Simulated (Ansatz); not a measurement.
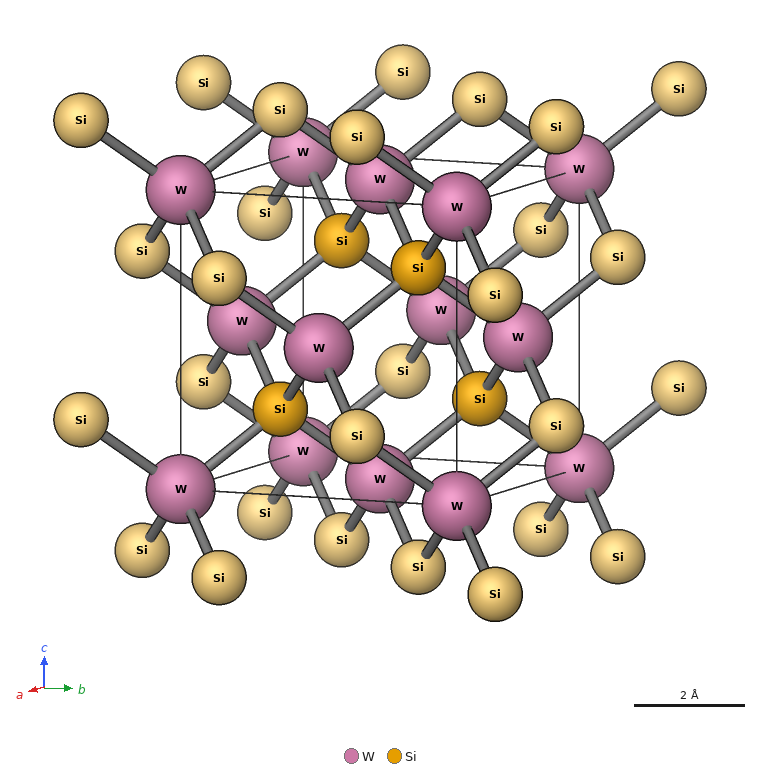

Fig. 1: The structure as given in the input (ball-and-stick view of the cell 4 times as large as that of the calculation, set on its symmetry axes, seen slightly off an axis; neighbours outside the cell are drawn fainter). An atom can appear more than once, as a periodic image. Near neighbours in the periodic cell (some may lie outside the picture): W has 4 Si at 2.39 Å; Si has 4 W at 2.39 Å.

Geometry relaxation of WSi

- system: WSi (F-43m, 2 atoms in the cell)
- method: DFT PBEsol, scalar-relativistic, plane waves, PAW, no spin polarisation (Ansatz 0.2.0)

The structure was built on a prototype by a generator; it need not be a known phase.

Input file:
```yaml
crystal:
  lattice:
    - [0.0, 2.7604521846, 2.7604521846]
    - [2.7604521846, 0.0, 2.7604521846]
    - [2.7604521846, 2.7604521846, 0.0]
  atoms:
    - { symbol: W, position: [0.0, 0.0, 0.0] }
    - { symbol: Si, position: [0.25, 0.25, 0.25] }
basis:
  ecutwfc: 420
kpoints:
  mp_grid: { grid: [14, 14, 14] }
hamiltonian:
  xc: pbesol
scf:
  occupations: { method: gaussian, width: 0.1 }
output:
  forces: true
  stress: true
  eigenvalues: true
relax:
  adjacent_minimum: "off"
  f_tol: 0.01
  max_steps: 80
  cell: { stress_tol: 0.05 }
```

Launch command:
```bash
ansatz run input.yaml --threads 1 --pin off --max-ram 2560MiB --backend cpu --events-out ev --progress --plain --runs-dir out
```

The program's output:
```
Engine: ansatz 0.2.0, x86_64-unknown-linux-gnu
Pseudopotentials: kind: paw
Pseudopotential: W, paw, valence charge 14, recommended cutoff 420 eV (normal), W.paw.azcp
Pseudopotential: Si, paw, valence charge 4, recommended cutoff 420 eV (normal), Si.paw.azcp
Functional definition: PBEsol
  exchange = pbesol_x
  correlation = pbesol_c
Crystal: 2 atoms, lattice volume = 42.070 Å³
Basis set: ecut = 420 eV, 869 PW (Γ), exchange–correlation on 54×54×54 points (8 copies of the dense FFT grid, shifted against one another)
Bands: 13, of which v1, the nominal top of the filled ones, is band 9 counted from 1 (8 counted from 0)
Symmetry: 24 space group operations
Space group: F-43m (ITA 216), of the structure as read, at distance tolerance 3.5e-5 Å
k-points: 104 of 2744 (time reversal used)
Non-local potential: W, projectors of the file, l = 0: 3, l = 1: 2, l = 2: 2, l = 3: 1
Non-local potential: Si, projectors of the file, l = 0: 2, l = 1: 2, l = 2: 2
PAW form: soft (Blöchl's): semilocal exchange-correlation on the pseudo side does not see the compensation charge
PAW frozen core: W, regenerated for the run's functional, and the local potential with it (the file was generated under x = pbe(κ = 0.804, μ = 0.2195149727645171), c = pbe(β = 0.06672455060314922))
PAW frozen core: Si, regenerated for the run's functional, and the local potential with it (the file was generated under x = pbe(κ = 0.804, μ = 0.2195149727645171), c = pbe(β = 0.06672455060314922))
PAW one-centre angular grid: W, 590 points (default); XC on 64 Gauss nodes
PAW one-centre angular grid: Si, 110 points (default); XC on 64 Gauss nodes
Initial density: superposition of atomic densities (neutral atoms: chi_scale 0, normalization atom), corrected by the library's trained network
Initial wavefunctions: pseudopotential atomic-orbital guess
Functional: x = pbesol(κ = 0.804, μ = 0.12345679012345678), c = pbesol(β = 0.046)
SCF iter   1: F=—  HF=-10874.945235 eV  |F-HF|=—  |Δ(HF+E_count)|=         —  Δρ=5.07e-3  dr2=6.08e-3  ethr=1.77e-3  ⟨swp⟩=5.3  Hψ=8415  notcnv=0
preconditioner: auto → Kerker (q_TF=auto, 2.368 Å⁻¹)  [metal: Δε(μ)=0.017 eV  Ē_g=5.910 eV  σ=0.100 eV  W_gap=0.10  n_scr=14 (ndim 8)  ℏωp=18.1 eV  f_vac=0.000  D(μ)=1.74/eV (n_scr^D=14)]
SCF iter   2: F=—  HF=-10874.944448 eV  |F-HF|=—  |Δ(HF+E_count)|=   7.87e-4  Δρ=2.83e-3  dr2=1.84e-3  ethr=3.38e-5  ⟨swp⟩=1.0  Hψ=2184  notcnv=0
SCF iter   3: F=—  HF=-10874.944191 eV  |F-HF|=—  |Δ(HF+E_count)|=   2.57e-4  Δρ=5.64e-4  dr2=2.01e-4  ethr=1.02e-5  ⟨swp⟩=1.0  Hψ=1352  notcnv=0
SCF iter   4: F=—  HF=-10874.944151 eV  |F-HF|=—  |Δ(HF+E_count)|=   4.00e-5  Δρ=2.21e-4  dr2=2.95e-5  ethr=1.12e-6  ⟨swp⟩=1.1  Hψ=1387  notcnv=0
SCF iter   5: F=—  HF=-10874.944154 eV  |F-HF|=—  |Δ(HF+E_count)|=   2.85e-6  Δρ=3.57e-5  dr2=3.81e-7  ethr=1.64e-7  ⟨swp⟩=1.5  Hψ=1610  notcnv=0
SCF iter   6: F=-10874.944154 eV  HF=-10874.944154 eV  |F-HF|=1.05e-8  |Δ(HF+E_count)|=   3.12e-7  Δρ=9.16e-6  dr2=4.43e-8  ethr=5.56e-10  ⟨swp⟩=5.9  Hψ=6120  notcnv=0
SCF 1 converged in 6 iterations: F = -10874.944154 eV  dr2 = 4.43e-8
  greatest PAW one-centre occupation: 1.000 electrons in one spin orbital (limit 2), on the W atom at site 0 (counted from 0), in its partial waves of l = 0
relax step   1: F+E_penalty+E_count = -10874.94415415 eV  Δ(F+E_penalty+E_count) = +0.000e0 eV  max|allowed force component| = 1.454e-16 eV/Å  Δτ_max = 0.0000 Å  P = +0.317 GPa  Ω = 42.070 Å³  (6 SCF iters, dr2 threshold 1.00e-7 eV, accepted)
Crystal: 2 atoms, lattice volume = 42.195 Å³
Initial density: handed on by an earlier stage of this run
Initial wavefunctions: those handed on with the density
iter 1 solved again at ethr=6.94e-8 eV; its pass at ethr=3.10e-3 eV (dr2=1.25e-5 eV) is discarded
SCF iter   1: F=—  HF=-10874.944236 eV  |F-HF|=—  |Δ(HF+E_count)|=         —  Δρ=1.34e-4  dr2=1.07e-5  ethr=6.94e-8  ⟨swp⟩=2.0  Hψ=8816  notcnv=0
preconditioner: auto → Kerker (q_TF=auto, 2.367 Å⁻¹)  [metal: Δε(μ)=0.015 eV  Ē_g=5.886 eV  σ=0.100 eV  W_gap=0.08  n_scr=14 (ndim 8)  ℏωp=18.1 eV  f_vac=0.000  D(μ)=1.75/eV (n_scr^D=14)]
SCF iter   2: F=—  HF=-10874.944240 eV  |F-HF|=—  |Δ(HF+E_count)|=   3.76e-6  Δρ=7.96e-5  dr2=4.13e-6  ethr=5.93e-8  ⟨swp⟩=1.0  Hψ=1352  notcnv=0
SCF iter   3: F=—  HF=-10874.944238 eV  |F-HF|=—  |Δ(HF+E_count)|=   1.35e-6  Δρ=2.01e-5  dr2=2.84e-7  ethr=2.30e-8  ⟨swp⟩=2.2  Hψ=1756  notcnv=0
SCF iter   4: F=-10874.944238 eV  HF=-10874.944238 eV  |F-HF|=1.54e-9  |Δ(HF+E_count)|=   5.19e-8  Δρ=7.58e-6  dr2=2.91e-8  ethr=1.11e-9  ⟨swp⟩=4.8  Hψ=4368  notcnv=0
SCF 2 converged in 4 iterations: F = -10874.944238 eV  dr2 = 2.91e-8
relax step   2: F+E_penalty+E_count = -10874.94423811 eV  Δ(F+E_penalty+E_count) = -8.396e-5 eV  max|allowed force component| = 1.908e-16 eV/Å  Δτ_max = 0.0000 Å  P = -0.040 GPa  Ω = 42.195 Å³  energy of the carried Pulay correction = -2.381e-5 eV  (4 SCF iters, dr2 threshold 2.00e-7 eV, accepted)
Initial wavefunctions: pseudopotential atomic-orbital guess (no wavefunctions were taken with the density)
iter 1 solved again at ethr=1.12e-8 eV; its pass at ethr=3.10e-3 eV (dr2=2.01e-6 eV) is discarded
SCF iter   1: F=—  HF=-10874.944251 eV  |F-HF|=—  |Δ(HF+E_count)|=         —  Δρ=8.70e-6  dr2=3.03e-8  ethr=1.12e-8  ⟨swp⟩=3.1  Hψ=12578  notcnv=0
preconditioner: auto → Kerker (q_TF=auto, 2.367 Å⁻¹)  [metal: Δε(μ)=0.015 eV  Ē_g=5.887 eV  σ=0.100 eV  W_gap=0.09  n_scr=14 (ndim 8)  ℏωp=18.1 eV  f_vac=0.000  D(μ)=1.75/eV (n_scr^D=14)]
SCF iter   2: F=—  HF=-10874.944258 eV  |F-HF|=—  |Δ(HF+E_count)|=   6.33e-6  Δρ=5.75e-6  dr2=1.48e-8  ethr=1.68e-10  ⟨swp⟩=1.8  Hψ=1601  notcnv=0
SCF iter   3: F=—  HF=-10874.944258 eV  |F-HF|=—  |Δ(HF+E_count)|=   3.40e-9  Δρ=1.41e-6  dr2=1.53e-9  ethr=8.20e-11  ⟨swp⟩=2.3  Hψ=1639  notcnv=0
SCF iter   4: F=—  HF=-10874.944258 eV  |F-HF|=—  |Δ(HF+E_count)|=  1.27e-11  Δρ=5.58e-7  dr2=7.57e-11  ethr=8.48e-12  ⟨swp⟩=2.2  Hψ=1756  notcnv=0
SCF iter   5: F=-10874.944258 eV  HF=-10874.944258 eV  |F-HF|=0.00e0  |Δ(HF+E_count)|=  1.82e-12  Δρ=9.71e-8  dr2=5.18e-12  ethr=1.00e-12  ⟨swp⟩=6.0  Hψ=5680  notcnv=0
SCF 3 converged in 5 iterations: F = -10874.944258 eV  dr2 = 5.18e-12
relax step   3: F+E_penalty+E_count = -10874.94425770 eV  Δ(F+E_penalty+E_count) = -1.959e-5 eV  max|allowed force component| = 2.267e-16 eV/Å  Δτ_max = 0.0000 Å  P = -0.039 GPa  Ω = 42.195 Å³  stress off target by 3.91e-2 GPa  SCF on the basis re-selected at this cell (its energy is not comparable with the rows above)  (5 SCF iters)
```

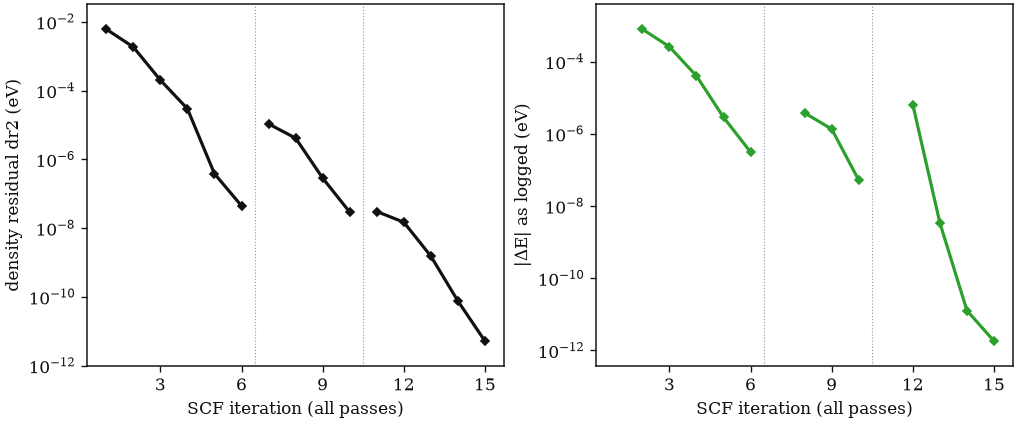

Fig. 2: Convergence of the self-consistent field: density residual dr2 and size of the energy change against the SCF iteration. The dotted lines part the SCF passes of the relaxation: geometry steps, rejected trials and re-solves on a re-selected basis. The passes take 6, 4 and 5 iterations.

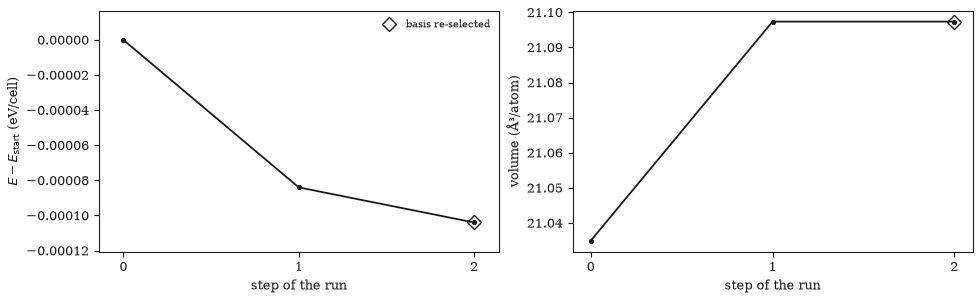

Fig. 3: Progress of the relaxation, step by step (the first geometry is step 0 here and step 1 in the log). The energy falls by 0.1 meV per cell of the calculation in 1 geometry step. All forces vanish by symmetry, so only the cell relaxes. Pressure: 0.32 GPa at the start and −0.04 GPa at the end. The atoms keep their places relative to the cell (all moves are under 0.005 Å). A last SCF at the same geometry on a re-selected plane-wave basis shifts the energy by next to nothing (0.0 meV per cell of the calculation).

```
basis re-selected at this cell: Δ(F+E_penalty+E_count) = -1.959e-5 eV, ΔP = +0.000 GPa vs the last step (what re-selecting the basis moved, of the pressure what is left beyond the Pulay correction that the steps carried, after the strain that the cell walked since its last selection, with what the two solves' SCF thresholds leave and, on support functions, any second-order correction that the steps lacked; it is no measure of the basis error at this ecutwfc). This SCF's stress stands 3.91e-2 GPa from its target on what of the cell is left free (relax.cell.stress_tol is 5.00e-2 GPa) and its largest allowed force component is 2.27e-16 eV/Å (relax.f_tol is 1.00e-2 eV/Å): within both
SCF converged after 5 iterations
Free energy (F): -10874.944258 eV
Harris-Foulkes:  -10874.944258 eV  (|F-HF|=0.00e0)
Internal energy: -10874.935523 eV  (E = F + TS)
E sigma→0 (E₀):  -10874.939890 eV
Entropy (-TS):   -0.008734 eV (-4.367 meV/atom)
Fermi energy:    10.158291 eV
--- Per-component energies (eV) ---
  E_band       = -224.605768
  E_kinetic    = 488.410140
  E_local      = -1187.423684  (includes V_loc(G=0)·N_el)
  E_nonlocal   = 33.600077
  E_hartree    = 426.545517
  E_xc         = -317.224131
  E_vxc        = -281.917427  (∫ρ·V_xc dr)
  E_paw        = -8935.758796  (= ΣΔE_a)
  E_vpaw       = -130.365822  (= ΣTr[D̂ρ^β])
  E_aug_tail   = -0.000048  (compensation charges beyond the density's cutoff)
  E_ewald      = -1383.337952
  E_core_change = 0.253353  (= ΣΔE_core)
  E_smearing   = -0.008734  (= −TS)
  E_closure    = 0.000000  (closes the sum)
  Σ components = -10874.944258   (vs F -10874.944258, Δ=0.00e0)
--- Forces (eV/Å), atoms counted from 1 ---
  atom   1  W     -0.00000000    -0.00000000    -0.00000000
  atom   2  Si     0.00000000     0.00000000     0.00000000
  max |Σ_I F_I| component: 3.05e-16 eV/Å
--- Stress (GPa, compression-positive) ---
       -0.039118      -0.000000      -0.000000
       -0.000000      -0.039118      -0.000000
       -0.000000      -0.000000      -0.039118
  P = ⅓ Tr σ = -0.0391 GPa (-0.391 kbar)
--- Band table (eV; the first three rows and the last of 104) ---
  k-point 0: bands = ["-63.5583", "-27.8178", "-27.8178", "-27.8178", "0.5839", "7.4461", "7.4461", "7.4461", "10.0802", "10.0802", "15.6773", "17.3972", "17.3972"]
  k-point 1: bands = ["-63.5583", "-27.8200", "-27.8182", "-27.8182", "0.6581", "7.3772", "7.4799", "7.4799", "10.0567", "10.0567", "15.8105", "16.9579", "17.4283"]
  k-point 2: bands = ["-63.5581", "-27.8260", "-27.8191", "-27.8191", "0.8740", "7.1967", "7.5698", "7.5698", "10.0105", "10.0105", "15.5818", "16.4952", "17.3811"]
  k-point 103: bands = ["-63.5570", "-27.8517", "-27.8431", "-27.8344", "3.3330", "6.6190", "7.4276", "8.7108", "9.6491", "10.2838", "10.9831", "12.4526", "14.0168"]
--- Relaxed structure (2 steps of the walk, 2 accepted, 1 SCFs on fresh bases) ---
  F+E_penalty+E_count = -10874.94425770 eV   max|allowed force component| = 2.267e-16 eV/Å   (the final SCF, on the basis selected at the relaxed cell)
  cell:  # Å, volume = 42.1947 Å³
    - [5.73229353700754e-34, 2.7631810472287235, 2.7631810472287235]
    - [2.7631810472287235, 6.369215041119487e-35, 2.7631810472287235]
    - [2.7631810472287235, 2.7631810472287235, 1.3247967285528536e-33]
  atoms:
    - { symbol: W, position: [-1.8604970640985133e-34, 2.79074559614777e-34, 3.7209941281970266e-34] }
    - { symbol: Si, position: [0.24999999999999997, 0.24999999999999997, 0.24999999999999997] }
```

Trajectory as extended XYZ (Å, eV, eV/Å), 3 frames, from step=1 to step=3:
```
2
Lattice="0.0000 2.7605 2.7605 2.7605 0.0000 2.7605 2.7605 2.7605 0.0000" Properties=species:S:1:pos:R:3:forces:R:3 step=1 energy=-10874.94415 pressure_GPa=0.32
W     0.0000    0.0000    0.0000    0.0000   0.0000   0.0000
Si    1.3802    1.3802    1.3802    0.0000   0.0000   0.0000
2
Lattice="0.0000 2.7632 2.7632 2.7632 0.0000 2.7632 2.7632 2.7632 0.0000" Properties=species:S:1:pos:R:3:forces:R:3 step=2 energy=-10874.94424 pressure_GPa=-0.04
W     0.0000    0.0000    0.0000    0.0000   0.0000   0.0000
Si    1.3816    1.3816    1.3816    0.0000   0.0000   0.0000
2
Lattice="0.0000 2.7632 2.7632 2.7632 0.0000 2.7632 2.7632 2.7632 0.0000" Properties=species:S:1:pos:R:3:forces:R:3 step=3 energy=-10874.94426 pressure_GPa=-0.04
W     0.0000    0.0000    0.0000    0.0000   0.0000   0.0000
Si    1.3816    1.3816    1.3816    0.0000   0.0000   0.0000
```

Summary:

```tsv
quantity	value
outcome	converged
space group (tolerance 0.01 Å)	F-43m (216)
electrons treated	18
free energy	−10874.9443 eV
Fermi energy	10.158 eV
gap on the k-point mesh	none (metallic)
pressure	−0.04 GPa
final volume	42.19 Å³
largest force (length of the vector) at the end	under 0.001 eV/Å
final cell	a = 3.908 Å, b = 3.908 Å, c = 3.908 Å, α = 60.00°, β = 60.00°, γ = 60.00°
hardware	1 thread of Intel Xeon @ 2.50GHz (Skylake/Cascade Lake), 189 GiB of memory available, shared host
wall time	46 s
peak memory	0.41 GiB
```

Spin–orbit coupling is left out, which matters for W.
